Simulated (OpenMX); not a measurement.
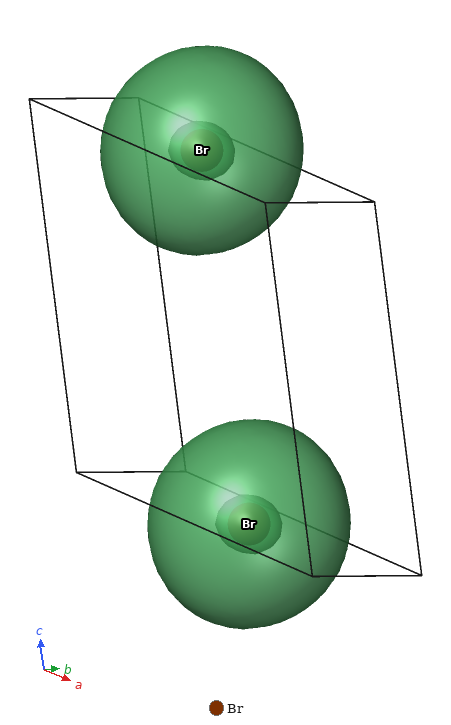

Figure 1: Br. Isosurface of the valence pseudo-density at 0.5 e/Å³ (green), seen at an oblique angle.

Space group P-1; a structure from a database of computed crystals, not necessarily the ambient phase; changed on purpose from its base cell (cell strained at random at fixed volume).

Theory: Kohn-Sham DFT of a periodic cell, PBE, OpenMX 2013 PBE set in OpenMX.

In a pseudopotential calculation such maps are meaningful between the atoms, not at the nuclei.

What does this surface tell about the bonding?

At this value the density breaks into separate islands; it holds about 55 % of the electrons treated as valence. It bridges none of the near contacts. It is pinched off along the shortest Br–Br (2.84 Å) and Br–Br (2.89 Å) contacts. On the grid the lowest density along these lines, outside the cores, is 0.26 e/Å³ (Br–Br, 2.84 Å) and 0.24 e/Å³ (Br–Br, 2.89 Å).
